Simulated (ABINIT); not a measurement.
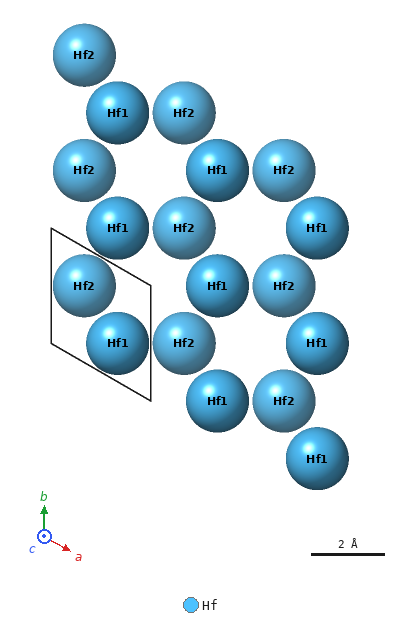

**Figure 1.** The input geometry (spheres-only view of the cell of the calculation, repeated 3 × 3 × 1, along the c axis; atoms are numbered from 1 in the order of the input). An atom can appear more than once, as a periodic image.

**Hf: geometry relaxation (part 1 of 2)**

System: Hf (P6₃/mmc, 2 atoms in the cell).
Method: Kohn-Sham DFT of a periodic cell, LDA, JTH PAW LDA v2.0, no spin polarisation (ABINIT 10.8.3).

The structure derives from an entry of the Crystallography Open Database.

### Input file
```
# Pseudopotentials
pp_dirpath "./"
pseudos "Hf.LDA_PW-JTH.xml"

# Structure
acell 3*1.0 Angstrom
rprim
     3.1967000000     0.0000000000     0.0000000000
    -1.5983500000     2.7684234083     0.0000000000
     0.0000000000     0.0000000000     5.0578000000
ntypat 1
znucl 72
natom 2
typat 1 1
xred
     0.6666666667     0.3333333333     0.7500000000
     0.3333333333     0.6666666667     0.2500000000
chkprim 0
chksymtnons 0
tolsym 1.0e-6

# Plane-wave basis
ecut 17.0
pawecutdg 34.0

# k points
kptopt 1
ngkpt 10 10 5
nshiftk 1
shiftk 0.0 0.0 0.0

# Exchange and correlation
ixc 7

# Bands and occupations
nband 16
occopt 3
tsmear 0.05 eV

# SCF cycle
nstep 100
tolvrs 1.0e-9

# Output
iomode 3
prtwf 0
prtden 0
prteig 0
prtebands 0

# Relaxation
ionmov 2
ntime 60
tolmxf 0.0002
optcell 2
dilatmx 1.08
ecutsm 0.5
```

Hardware: 1 thread of Intel Xeon @ 2.50GHz (Skylake/Cascade Lake), 16 GiB of memory available, shared host.

Run as:
```bash
abinit run.abi > log 2>&1
```

### The program's output
```
.Version 10.8.3 of ABINIT
 Symmetries : space group P6_3/m m c (#194); Bravais hP (primitive hexag.)
================================================================================
 Values of the parameters that define the memory need of the present run
     intxc =       0    ionmov =       2      iscf =      17    lmnmax =      18
     lnmax =       6     mgfft =      40  mpssoang =       3    mqgrid =    3001
     natom =       2  nloc_mem =       2    nspden =       1   nspinor =       1
    nsppol =       1      nsym =      24    n1xccc =       1    ntypat =       1
    occopt =       3   xclevel =       1
       mpw =        1290          nfft =       29160          nkpt =          42
 PAW method is used; the additional fine FFT grid is defined by:
   mgfftf=        60    nfftf =     77760
================================================================================
================================================================================

--------------------------------------------------------------------------------
------------- Echo of variables that govern the present computation ------------
--------------------------------------------------------------------------------
 -outvars: echo values of preprocessed input variables --------
            acell      1.8897261259E+00  1.8897261259E+00  1.8897261259E+00 Bohr
              amu      1.78490000E+02
          chkprim           0
      chksymtnons           0
          dilatmx      1.08000000E+00
             ecut      1.70000000E+01 Hartree
           ecutsm      5.00000000E-01 Hartree
           ionmov           2
              ixc           7
         kptrlatt       10    0    0      0   10    0      0    0    5
          kptrlen      4.77892840E+01
            natom           2
            nband          16
            ngfft          27      27      40
          ngfftdg          36      36      60
             nkpt          42
            nstep         100
             nsym          24
            ntime          60
           ntypat           1
           occopt           3
          optcell           2
        pawecutdg      3.40000000E+01 Hartree
           prtden           0
        prtebands           0
           prteig           0
            prtwf           0
            rprim      3.1967000000E+00  0.0000000000E+00  0.0000000000E+00
                      -1.5983500000E+00  2.7684234083E+00  0.0000000000E+00
                       0.0000000000E+00  0.0000000000E+00  5.0578000000E+00
          spgroup         194
           tolmxf      2.00000000E-04
           tolsym      1.00000000E-06
           tolvrs      1.00000000E-09
           tsmear      1.83746611E-03 Hartree
            typat      1  1
           useylm           1
           xangst      1.5983500000E+00  9.2280780277E-01  3.7933500000E+00
                       5.5947951940E-17  1.8456156055E+00  1.2644500000E+00
            xcart      3.0204437533E+00  1.7438540141E+00  7.1683925997E+00
                       1.0572630647E-16  3.4877080282E+00  2.3894641999E+00
             xred      6.6666666667E-01  3.3333333333E-01  7.5000000000E-01
                       3.3333333333E-01  6.6666666667E-01  2.5000000000E-01
            znucl       72.00000

================================================================================

 chkinp: Checking input parameters for consistency.

================================================================================
== DATASET  1 ==================================================================

--- !DatasetInfo
iteration_state: {dtset: 1, }
dimensions: {natom: 2, nkpt: 42, mband: 16, nsppol: 1, nspinor: 1, nspden: 1, mpw: 1290, }
cutoff_energies: {ecut:  17.0, pawecutdg:  34.0, }
electrons: {nelect:   2.40000000E+01, charge:   0.00000000E+00, occopt:   3.00000000E+00, tsmear:   1.83746611E-03, }
meta: {optdriver: 0, ionmov: 2, optcell: 2, iscf: 17, paral_kgb: 0, }
...

 Exchange-correlation functional for the present dataset will be:
  LDA: Perdew-Wang 92 LSD fit to Ceperley-Alder data - ixc=7
  J.P.Perdew and Y.Wang, PRB 45, 13244 (1992)

 Real(R)+Recip(G) space primitive vectors, cartesian coordinates (Bohr,Bohr^-1):
 R(1)=  6.0408875  0.0000000  0.0000000  G(1)=  0.1655386  0.0955737  0.0000000
 R(2)= -3.0204438  5.2315620  0.0000000  G(2)=  0.0000000  0.1911475  0.0000000
 R(3)=  0.0000000  0.0000000  9.5578568  G(3)=  0.0000000  0.0000000  0.1046260
 Unit cell volume ucvol=  3.0205960E+02 bohr^3
 Angles (23,13,12)=  9.00000000E+01  9.00000000E+01  1.20000000E+02 degrees

 Coarse grid specifications (used for wave-functions):

 getcut: wavevector=  0.0000  0.0000  0.0000  ngfft=  27  27  40
         ecut(hartree)=     19.829   => boxcut(ratio)=   2.08779

 Fine grid specifications (used for densities):

 getcut: wavevector=  0.0000  0.0000  0.0000  ngfft=  36  36  60
         ecut(hartree)=     39.658   => boxcut(ratio)=   2.10220

--- Pseudopotential description ------------------------------------------------
- pspini: atom type   1  psp file is ./Hf.LDA_PW-JTH.xml
 Pseudopotential format is: paw10
 basis_size (lnmax)=  6 (lmn_size= 18), orbitals=   0   0   1   1   2   2
 Spheres core radius: rc_sph= 2.41119446
 Shapefunction is SIN type: shapef(r)=[sin(pi*r/rshp)/(pi*r/rshp)]**2
 Radius for shape functions =  2.41119446
 Compensation charge density is not taken into account in XC energy/potential

   4.38839564E+03                                ecore*ucvol(ha*bohr**3)
--------------------------------------------------------------------------------

================================================================================

=== [ionmov= 2] Broyden-Fletcher-Goldfarb-Shanno method (forces)
================================================================================

--- Iteration: ( 1/60) Internal Cycle: (1/1)
--------------------------------------------------------------------------------

---SELF-CONSISTENT-FIELD CONVERGENCE--------------------------------------------

--- !BeginCycle
iteration_state: {dtset: 1, itime: 1, icycle: 1, }
solver: {iscf: 17, nstep: 100, nline: 4, wfoptalg: 10, }
tolerances: {tolvrs: 1.00E-09, }
...

     iter   Etot(hartree)      deltaE(h)  residm     nres2
 ETOT  1  -99.487621925197    -9.949E+01 1.822E+00 8.586E-01
 ETOT  2  -100.56027776019    -1.073E+00 5.457E-02 5.709E-01
 ETOT  3  -100.55874469612     1.533E-03 1.943E-02 1.079E-01
 ETOT  4  -100.55848398843     2.607E-04 1.339E-02 1.209E-03
 ETOT  5  -100.55850020438    -1.622E-05 2.351E-02 9.590E-05
 ETOT  6  -100.55850056145    -3.571E-07 7.000E-03 9.500E-05
 ETOT  7  -100.55850019301     3.684E-07 3.346E-03 1.456E-06
 ETOT  8  -100.55850020701    -1.400E-08 1.079E-03 2.843E-08
 ETOT  9  -100.55850020758    -5.674E-10 9.838E-04 3.075E-10

 At SCF step    9       nres2   =  3.08E-10 < tolvrs=  1.00E-09 =>converged.

 Cartesian components of stress tensor (hartree/bohr^3)
  sigma(1 1)=  2.60293282E-04  sigma(3 2)=  0.00000000E+00
  sigma(2 2)=  2.60293281E-04  sigma(3 1)=  0.00000000E+00
  sigma(3 3)=  2.77458953E-04  sigma(2 1)=  0.00000000E+00

--- !ResultsGS
iteration_state: {dtset: 1, itime: 1, icycle: 1, }
comment   : Summary of ground state results
lattice_vectors:
- [  6.0408875,   0.0000000,   0.0000000, ]
- [ -3.0204438,   5.2315620,   0.0000000, ]
- [  0.0000000,   0.0000000,   9.5578568, ]
lattice_lengths: [   6.04089,    6.04089,    9.55786, ]
lattice_angles: [ 90.000,  90.000, 120.000, ] # degrees, (23, 13, 12)
lattice_volume:   3.0205960E+02
convergence: {deltae: -5.674E-10, res2:  3.075E-10, residm:  9.838E-04, diffor: null, }
etotal    :  -1.00558500E+02
entropy   :   0.00000000E+00
fermie    :  -6.35801083E-02
cartesian_stress_tensor: # hartree/bohr^3
- [  2.60293282E-04,   0.00000000E+00,   0.00000000E+00, ]
- [  0.00000000E+00,   2.60293281E-04,   0.00000000E+00, ]
- [  0.00000000E+00,   0.00000000E+00,   2.77458953E-04, ]
pressure_GPa:  -7.8264E+00
xred      :
- [  6.6667E-01,   3.3333E-01,   7.5000E-01, Hf]
- [  3.3333E-01,   6.6667E-01,   2.5000E-01, Hf]
cartesian_forces: # hartree/bohr
- [  4.45736694E-29,   1.54407720E-28,  -0.00000000E+00, ]
- [ -4.45736694E-29,  -1.54407720E-28,  -0.00000000E+00, ]
force_length_stats: {min:   1.60712650E-28, max:   1.60712650E-28, mean:   1.60712650E-28, }
...

 Integrated electronic density in atomic spheres:
 ------------------------------------------------
 Atom  Sphere_radius  Integrated_density
    1        2.41119          9.51496161
    2        2.41119          9.51496161

---OUTPUT-----------------------------------------------------------------------

 Cartesian coordinates (xcart) [bohr]
  3.02044375334470E+00  1.74385401407973E+00  7.16839259971229E+00
  1.05726306472138E-16  3.48770802815945E+00  2.38946419990410E+00
 Reduced coordinates (xred)
  6.66666666666666E-01  3.33333333333333E-01  7.50000000000000E-01
  3.33333333333333E-01  6.66666666666666E-01  2.50000000000000E-01
 Cartesian forces (fcart) [Ha/bohr]; max,rms= 1.54408E-28 9.27875E-29 (free atoms)
  4.45736693519400E-29  1.54407719993429E-28 -0.00000000000000E+00
 -4.45736693519400E-29 -1.54407719993429E-28 -0.00000000000000E+00
 Gradient of E wrt nuclear positions in reduced coordinates (gred)
 -2.69264522315439E-28 -6.73161305788597E-28 -0.00000000000000E+00
  2.69264522315439E-28  6.73161305788597E-28  0.00000000000000E+00
 Scale of Primitive Cell (acell) [bohr]
  1.88972612590778E+00  1.88972612590778E+00  1.88972612590778E+00
 Real space primitive translations (rprimd) [bohr]
  6.04088750668941E+00  0.00000000000000E+00  0.00000000000000E+00
 -3.02044375334470E+00  5.23156204223918E+00  0.00000000000000E+00
  0.00000000000000E+00  0.00000000000000E+00  9.55785679961638E+00
 Unitary Cell Volume (ucvol) [Bohr^3]=  3.02059603433436E+02
 Angles (23,13,12)= [degrees]
  9.00000000000000E+01  9.00000000000000E+01  1.19999999999800E+02
 Lengths [Bohr]
  6.04088750668941E+00  6.04088750672588E+00  9.55785679961638E+00
 Stress tensor in cartesian coordinates (strten) [Ha/bohr^3]
  2.60293282141388E-04  0.00000000000000E+00  0.00000000000000E+00
  0.00000000000000E+00  2.60293281362879E-04  0.00000000000000E+00
  0.00000000000000E+00  0.00000000000000E+00  2.77458953146056E-04
 Total energy (etotal) [Ha]= -1.00558500207578E+02

--- Iteration: ( 2/60) Internal Cycle: (1/1)
--------------------------------------------------------------------------------

---SELF-CONSISTENT-FIELD CONVERGENCE--------------------------------------------

--- !BeginCycle
iteration_state: {dtset: 1, itime: 2, icycle: 1, }
solver: {iscf: 17, nstep: 100, nline: 4, wfoptalg: 10, }
tolerances: {tolvrs: 1.00E-09, }
...

     iter   Etot(hartree)      deltaE(h)  residm     nres2
 ETOT  1  -100.56150904099    -1.006E+02 5.658E+03 6.650E-01
 ETOT  2  -100.56021956048     1.289E-03 4.152E-01 2.698E-02
 ETOT  3  -100.56014167845     7.788E-05 1.909E-02 3.101E-03
 ETOT  4  -100.56013185685     9.822E-06 1.274E-03 1.342E-05
 ETOT  5  -100.56013200500    -1.481E-07 2.208E-04 1.158E-06
 ETOT  6  -100.56013200599    -9.878E-10 2.553E-04 3.500E-08
 ETOT  7  -100.56013200602    -2.807E-11 1.488E-04 1.901E-09
 ETOT  8  -100.56013200602    -5.230E-12 1.381E-04 1.159E-10

 At SCF step    8       nres2   =  1.16E-10 < tolvrs=  1.00E-09 =>converged.

 Cartesian components of stress tensor (hartree/bohr^3)
  sigma(1 1)=  1.83324706E-04  sigma(3 2)=  0.00000000E+00
  sigma(2 2)=  1.83324706E-04  sigma(3 1)=  0.00000000E+00
  sigma(3 3)=  1.94799680E-04  sigma(2 1)=  0.00000000E+00

--- !ResultsGS
iteration_state: {dtset: 1, itime: 2, icycle: 1, }
comment   : Summary of ground state results
lattice_vectors:
- [  5.9937154,   0.0000000,   0.0000000, ]
- [ -2.9968577,   5.1907098,   0.0000000, ]
- [  0.0000000,   0.0000000,   9.4782994, ]
lattice_lengths: [   5.99372,    5.99372,    9.47830, ]
lattice_angles: [ 90.000,  90.000, 120.000, ] # degrees, (23, 13, 12)
lattice_volume:   2.9488542E+02
convergence: {deltae: -5.230E-12, res2:  1.159E-10, residm:  1.381E-04, diffor: null, }
etotal    :  -1.00560132E+02
entropy   :   0.00000000E+00
fermie    :  -6.33212984E-02
cartesian_stress_tensor: # hartree/bohr^3
- [  1.83324706E-04,   0.00000000E+00,   0.00000000E+00, ]
- [  0.00000000E+00,   1.83324706E-04,   0.00000000E+00, ]
- [  0.00000000E+00,   0.00000000E+00,   1.94799680E-04, ]
pressure_GPa:  -5.5061E+00
xred      :
- [  6.6667E-01,   3.3333E-01,   7.5000E-01, Hf]
- [  3.3333E-01,   6.6667E-01,   2.5000E-01, Hf]
cartesian_forces: # hartree/bohr
- [ -0.00000000E+00,   1.03748632E-28,  -0.00000000E+00, ]
- [ -0.00000000E+00,  -1.03748632E-28,  -0.00000000E+00, ]
force_length_stats: {min:   1.03748632E-28, max:   1.03748632E-28, mean:   1.03748632E-28, }
...

 Integrated electronic density in atomic spheres:
 ------------------------------------------------
 Atom  Sphere_radius  Integrated_density
    1        2.41119          9.53812364
    2        2.41119          9.53812364

---OUTPUT-----------------------------------------------------------------------

 Cartesian coordinates (xcart) [bohr]
  2.99685771683753E+00  1.73023660955308E+00  7.10872455851861E+00
 -1.10208287601913E-16  3.46047321910616E+00  2.36957485283954E+00
 Reduced coordinates (xred)
  6.66666666666666E-01  3.33333333333333E-01  7.50000000000000E-01
  3.33333333333333E-01  6.66666666666666E-01  2.50000000000000E-01
 Cartesian forces (fcart) [Ha/bohr]; max,rms= 1.03749E-28 5.98993E-29 (free atoms)
 -0.00000000000000E+00  1.03748632153838E-28 -0.00000000000000E+00
 -0.00000000000000E+00 -1.03748632153838E-28 -0.00000000000000E+00
 Gradient of E wrt nuclear positions in reduced coordinates (gred)
  0.00000000000000E+00 -5.38529044630877E-28 -0.00000000000000E+00
  0.00000000000000E+00  5.38529044630877E-28  0.00000000000000E+00
 Scale of Primitive Cell (acell) [bohr]
  5.99371543367506E+00  5.99371543371124E+00  9.47829941135814E+00
 Real space primitive translations (rprimd) [bohr]
  5.99371543367506E+00  0.00000000000000E+00  0.00000000000000E+00
 -2.99685771683753E+00  5.19070982865925E+00  0.00000000000000E+00
  0.00000000000000E+00  0.00000000000000E+00  9.47829941135814E+00
 Unitary Cell Volume (ucvol) [Bohr^3]=  2.94885416461968E+02
 Angles (23,13,12)= [degrees]
  9.00000000000000E+01  9.00000000000000E+01  1.19999999999800E+02
 Lengths [Bohr]
  5.99371543367506E+00  5.99371543371124E+00  9.47829941135814E+00
 Stress tensor in cartesian coordinates (strten) [Ha/bohr^3]
  1.83324706326989E-04  0.00000000000000E+00  0.00000000000000E+00
  0.00000000000000E+00  1.83324705511585E-04  0.00000000000000E+00
  0.00000000000000E+00  0.00000000000000E+00  1.94799680216469E-04
 Total energy (etotal) [Ha]= -1.00560132006022E+02

 Difference of energy with previous step (new-old):
           Absolute (Ha)=-1.63180E-03
           Relative     =-1.62272E-05

--- Iteration: ( 3/60) Internal Cycle: (1/1)
```
